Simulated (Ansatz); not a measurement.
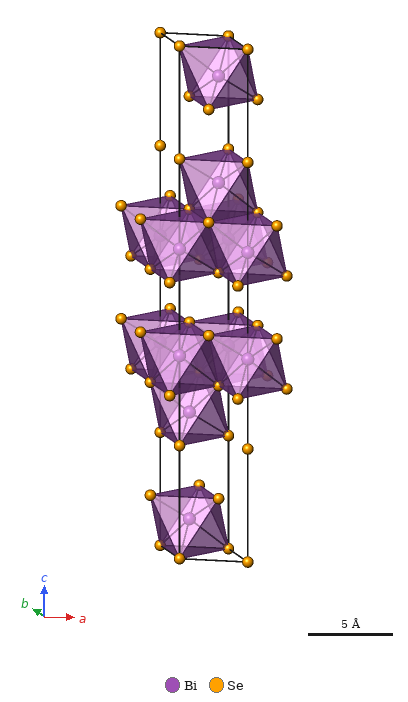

Fig. 1: The input geometry of the first run (polyhedral view of the cell 3 times as large as that of the calculation, set on its symmetry axes, seen slightly off an axis; polyhedra are completed across the faces of the cell).

# Bi2Se3: one change and its effect

System: Bi2Se3 (R-3m, 5 atoms in the cell).
Method of the first run: DFT, PBEsol, plane waves, PAW, no spin polarisation (Ansatz 0.2.0).

The structure derives from an entry of the Crystallography Open Database. The geometry comes from this level: PBE. Text and figures count atoms from 1; the logs count them from 0 in places.

Input file, the first run:
```yaml
crystal:
  lattice:
    - [2.0941201632, 1.2090408399, 10.3786956045]
    - [-2.0941201632, 1.2090408399, 10.3786956045]
    - [0.0, -2.4180816799, 10.3786956045]
  atoms:
    - { symbol: Bi, position: [0.3958969633, 0.3958969633, 0.3958969633] }
    - { symbol: Bi, position: [0.6041030367, 0.6041030367, 0.6041030367] }
    - { symbol: Se, position: [0.0, 0.0, 0.0] }
    - { symbol: Se, position: [0.2204699527, 0.2204699527, 0.2204699527] }
    - { symbol: Se, position: [0.7795300473, 0.7795300473, 0.7795300473] }
kpoints:
  mp_grid: { grid: [6, 6, 6] }
hamiltonian:
  xc: pbesol
scf:
  occupations: { method: fermi_dirac, width: 0.02 }
relax:
  f_tol: 0.005
  cell: {}
```

Command:
```bash
ansatz run input.yaml --threads 4 --pin off --max-ram 9216MiB --backend cpu --events-out ev --progress --plain --runs-dir out
```

Hardware: 4 threads of Arm Neoverse V2, 24 GiB of memory available, shared host.

Output, shortened to warnings, some set-up lines, iterations and results (the first run):
```
Basis set: ecut = 420 eV, 3047 PW (Γ), FFT grids on a1−a3, a2−a3, a3, exchange–correlation on 60×60×144 points (8 copies of the dense FFT grid, shifted against one another)
Symmetry: 12 space group operations
k-points: 32 of 216
Initial density: superposition of atomic densities (neutral atoms: chi_scale 0, normalization atom), corrected by the library's trained network
[...]
SCF iter   1: F=—  HF=-40758.423912 eV  |F-HF|=—  |Δ(HF+E_count)|=         —  Δρ=2.72e-3  dr2=2.81e-2  ethr=1.77e-3  ⟨swp⟩=7.3  Hψ=5941  notcnv=0  defer=1
SCF iter   2: F=—  HF=-40758.416076 eV  |F-HF|=—  |Δ(HF+E_count)|=   7.84e-3  Δρ=1.09e-3  dr2=3.27e-3  ethr=3.60e-5  ⟨swp⟩=2.8  Hψ=2664  notcnv=0  defer=48
SCF iter   3: F=—  HF=-40758.415836 eV  |F-HF|=—  |Δ(HF+E_count)|=   2.40e-4  Δρ=5.73e-4  dr2=9.39e-4  ethr=4.19e-6  ⟨swp⟩=2.2  Hψ=1925  notcnv=0  defer=48
SCF iter   4: F=—  HF=-40758.415887 eV  |F-HF|=—  |Δ(HF+E_count)|=   5.14e-5  Δρ=2.34e-4  dr2=1.45e-4  ethr=1.20e-6  ⟨swp⟩=3.0  Hψ=2423  notcnv=0  defer=48
SCF iter   5: F=—  HF=-40758.415940 eV  |F-HF|=—  |Δ(HF+E_count)|=   5.29e-5  Δρ=9.27e-5  dr2=1.58e-5  ethr=1.86e-7  ⟨swp⟩=2.0  Hψ=1758  notcnv=0  defer=48
[... 78 lines ...]
SCF iter   5: F=—  HF=-40758.518231 eV  |F-HF|=—  |Δ(HF+E_count)|=   1.01e-9  Δρ=8.14e-7  dr2=2.65e-9  ethr=1.50e-11  ⟨swp⟩=2.0  Hψ=1657  notcnv=0
SCF iter   6: F=—  HF=-40758.518231 eV  |F-HF|=—  |Δ(HF+E_count)|=  3.35e-10  Δρ=2.85e-7  dr2=8.63e-11  ethr=3.40e-12  ⟨swp⟩=1.2  Hψ=1509  notcnv=0
SCF iter   7: F=-40758.518231 eV  HF=-40758.518231 eV  |F-HF|=0.00e0  |Δ(HF+E_count)|=  2.18e-11  Δρ=8.12e-8  dr2=1.44e-11  ethr=1.00e-12  ⟨swp⟩=4.3  Hψ=5401  notcnv=0
SCF 10 converged in 7 iterations: F = -40758.518231 eV  dr2 = 1.44e-11
relax step  10: F+E_penalty+E_count = -40758.51823067 eV  Δ(F+E_penalty+E_count) = +2.076e-3 eV  max|allowed force component| = 2.411e-4 eV/Å  Δτ_max = 0.0000 Å  P = -0.004 …
basis re-selected at this cell: Δ(F+E_penalty+E_count) = +2.076e-3 eV, ΔP = -0.002 GPa vs the last step (what re-selecting the basis moved, of the pressure what is left beyond the Pulay correction that the steps carried, after the strain that the cell walked since its last selection, with what the …
SCF converged after 7 iterations
Free energy (F): -40758.518231 eV
Harris-Foulkes:  -40758.518231 eV  (|F-HF|=0.00e0)
Internal energy: -40758.518148 eV  (E = F + TS)
E sigma→0 (E₀):  -40758.518189 eV
Entropy (-TS):   -0.000083 eV (-0.017 meV/atom)
Fermi energy:    9.174488 eV
--- Per-component energies (eV) ---
  E_band       = -1340.080893
  E_kinetic    = 957.826715
  E_local      = -10312.626900  (includes V_loc(G=0)·N_el)
  E_nonlocal   = -650.054501
  E_hartree    = 4584.638326
  E_xc         = -611.699567
  E_vxc        = -583.666403  (∫ρ·V_xc dr)
  E_paw        = -26621.692180  (= ΣΔE_a)
  E_vpaw       = 79.166266  (= ΣTr[D̂ρ^β])
  E_aug_tail   = -0.002722  (compensation charges beyond the density's cutoff)
  E_ewald      = -8108.112175
  E_core_change = 3.204856  (= ΣΔE_core)
  E_smearing   = -0.000083  (= −TS)
  E_closure    = -0.000000  (closes the sum)
  Σ components = -40758.518231   (vs F -40758.518231, Δ=0.00e0)
--- Forces (eV/Å), atoms counted from 1 ---
  atom   1  Bi     0.00000000     0.00000000     0.00000787
  atom   2  Bi     0.00000000    -0.00000000    -0.00000787
  atom   3  Se    -0.00000000     0.00000000     0.00000000
  atom   4  Se     0.00000000     0.00000000    -0.00024114
  atom   5  Se     0.00000000    -0.00000000     0.00024114
  max |Σ_I F_I| component: 8.13e-20 eV/Å
--- Stress (GPa, compression-positive) ---
       -0.000727       0.000000      -0.000000
        0.000000      -0.000727       0.000000
       -0.000000       0.000000      -0.010644
  P = ⅓ Tr σ = -0.0040 GPa (-0.040 kbar)
--- Relaxed structure (9 steps of the walk, 8 accepted, 1 SCFs on fresh bases) ---
  F+E_penalty+E_count = -40758.51823067 eV   max|allowed force component| = 2.411e-4 eV/Å   (the final SCF, on the basis selected at the relaxed cell)
  cell:  # Å, volume = 140.4518 Å³
    - [2.064856931028677, 1.1921457049522015, 9.50948200637751]
    - [-2.064856931028677, 1.1921457049522015, 9.50948200637751]
    - [1.4087115746491198e-33, -2.3842914099502144, 9.509482006371767]
  atoms:
[...]
```

The input of the second run differs as follows (lines with − go, lines with + come):
```diff
-  xc: pbesol
+  xc: r2scan
```

Predict how the results change.

The total energies belong to different methods, so their difference says nothing on which is more stable or more accurate. The volume per atom goes from 28.09 to 30.20 Å³. The functional changes from PBEsol to r2SCAN. The SCF takes 49 iterations over all geometry steps against 68. The default cutoff goes from 420 to 500 eV with the change. On the same kind of shared host the second run took about 1.5 times as long.

Output, shortened to warnings, some set-up lines, iterations and results (the second run):
```
Basis set: ecut = 500 eV, 4033 PW (Γ), FFT grids on a1−a3, a2−a3, a3, exchange–correlation on 128×128×320 points (64 copies of the dense FFT grid, shifted against one another)
Symmetry: 12 space group operations
k-points: 32 of 216
Initial density: superposition of atomic densities (neutral atoms: chi_scale 0, normalization atom), corrected by the library's trained network
[...]
SCF iter   1: F=—  HF=-41258.627169 eV  |F-HF|=—  |Δ(HF+E_count)|=         —  Δρ=4.59e-3  dr2=8.91e-2  dr2_τ=1.22e-2  ethr=1.77e-3  ⟨swp⟩=7.8  Hψ=6325  notcnv=0
SCF iter   2: F=—  HF=-41258.627433 eV  |F-HF|=—  |Δ(HF+E_count)|=   2.64e-4  Δρ=2.24e-3  dr2=1.29e-2  dr2_τ=8.43e-4  ethr=1.14e-4  ⟨swp⟩=3.8  Hψ=3096  notcnv=0  defer=48
SCF iter   3: F=—  HF=-41258.627469 eV  |F-HF|=—  |Δ(HF+E_count)|=   3.54e-5  Δρ=1.19e-3  dr2=4.01e-3  dr2_τ=9.75e-5  ethr=1.65e-5  ⟨swp⟩=2.6  Hψ=2293  notcnv=0  defer=16
SCF iter   4: F=—  HF=-41258.627537 eV  |F-HF|=—  |Δ(HF+E_count)|=   6.83e-5  Δρ=3.92e-4  dr2=2.35e-4  dr2_τ=7.65e-6  ethr=5.14e-6  ⟨swp⟩=2.0  Hψ=1841  notcnv=0  defer=16
SCF iter   5: F=—  HF=-41258.627622 eV  |F-HF|=—  |Δ(HF+E_count)|=   8.49e-5  Δρ=1.41e-4  dr2=2.56e-5  dr2_τ=7.12e-7  ethr=3.01e-7  ⟨swp⟩=2.0  Hψ=2384  notcnv=0  defer=16
[... 53 lines ...]
SCF iter   3: F=—  HF=-41258.645660 eV  |F-HF|=—  |Δ(HF+E_count)|=   2.71e-7  Δρ=1.60e-6  dr2=1.81e-9  dr2_τ=5.92e-10  ethr=6.23e-11  ⟨swp⟩=2.0  Hψ=2272  notcnv=0
SCF iter   4: F=—  HF=-41258.645660 eV  |F-HF|=—  |Δ(HF+E_count)|=   3.78e-9  Δρ=4.34e-7  dr2=7.63e-10  dr2_τ=4.31e-11  ethr=2.33e-12  ⟨swp⟩=2.0  Hψ=2742  notcnv=0
SCF iter   5: F=-41258.645660 eV  HF=-41258.645660 eV  |F-HF|=2.18e-11  |Δ(HF+E_count)|=  1.16e-10  Δρ=1.27e-7  dr2=2.06e-11  dr2_τ=3.28e-12  ethr=1.00e-12  ⟨swp⟩=3.9  …
SCF 7 converged in 5 iterations: F = -41258.645660 eV  dr2 = 2.06e-11
relax step   7: F+E_penalty+E_count = -41258.64565986 eV  Δ(F+E_penalty+E_count) = +4.952e-4 eV  max|allowed force component| = 3.057e-4 eV/Å  Δτ_max = 0.0000 Å  P = -0.001 …
basis re-selected at this cell: Δ(F+E_penalty+E_count) = +4.952e-4 eV, ΔP = -0.003 GPa vs the last step (what re-selecting the basis moved, of the pressure what is left beyond the Pulay correction that the steps carried, after the strain that the cell walked since its last selection, with what the …
SCF converged after 5 iterations
Free energy (F): -41258.645660 eV
Harris-Foulkes:  -41258.645660 eV  (|F-HF|=2.18e-11)
Internal energy: -41258.645660 eV  (E = F + TS)
E sigma→0 (E₀):  -41258.645660 eV
Fermi energy:    8.099734 eV
--- Per-component energies (eV) ---
  E_band       = -1467.495614
  E_kinetic    = 954.461179
  E_local      = -10988.644544  (includes V_loc(G=0)·N_el)
  E_nonlocal   = -659.164021
  E_hartree    = 4894.873036
  E_xc         = -577.408199
  E_vxc        = -630.840645  (∫ρ·V_xc dr)
  E_paw        = -27151.328733  (= ΣΔE_a)
  E_vpaw       = 29.821569  (= ΣTr[D̂ρ^β])
  E_aug_tail   = -0.001141  (compensation charges beyond the density's cutoff)
  E_vtau       = 37.125864  (kinetic-family band-sum trace: ∫τ·v_τ [+ j·A + Jᵃ·Aᵃ] dr)
  E_ewald      = -7727.890020
  E_core_change = -3.543216  (= ΣΔE_core)
  E_smearing   = -0.000000  (= −TS)
  E_closure    = 0.000000  (closes the sum)
  Σ components = -41258.645660   (vs F -41258.645660, Δ=0.00e0)
--- Forces (eV/Å), atoms counted from 1 ---
  atom   1  Bi     0.00000000     0.00000000    -0.00030573
  atom   2  Bi    -0.00000000    -0.00000000     0.00030573
  atom   3  Se    -0.00000000    -0.00000000    -0.00000000
  atom   4  Se     0.00000000     0.00000000    -0.00021584
  atom   5  Se    -0.00000000    -0.00000000     0.00021584
  max |Σ_I F_I| component: 8.13e-20 eV/Å
--- Stress (GPa, compression-positive) ---
       -0.000572       0.000000       0.000000
        0.000000      -0.000572       0.000000
        0.000000       0.000000      -0.002112
  P = ⅓ Tr σ = -0.0011 GPa (-0.011 kbar)
--- Relaxed structure (6 steps of the walk, 6 accepted, 1 SCFs on fresh bases) ---
  F+E_penalty+E_count = -41258.64565986 eV   max|allowed force component| = 3.057e-4 eV/Å   (the final SCF, on the basis selected at the relaxed cell)
  cell:  # Å, volume = 151.0149 Å³
    - [2.0810950888261175, 1.2015208097268042, 10.065728661911656]
    - [-2.0810950888261175, 1.2015208097268042, 10.065728661911656]
[...]
```

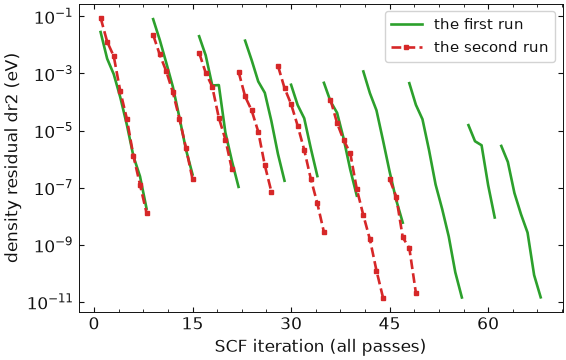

Fig. 2: Convergence of the two runs: density residual dr2 against the SCF iteration. A break in a curve parts two SCF passes. The first run takes 68 iterations in all, and the second run takes 49.

The two runs side by side:

```tsv
quantity	the first run	the second run
outcome	converged	converged
free energy per atom (eV)	−8151.7036	−8251.7291
pressure (GPa)	0.00	0.00
volume per atom (Å³)	28.09	30.20
largest force (eV/Å)	0.000	0.000
SCF iterations	68	49
irreducible k-points	32	32
wall time (shared host)	29 s	43 s
```

For both runs: Spin–orbit coupling is left out, which matters for Bi.
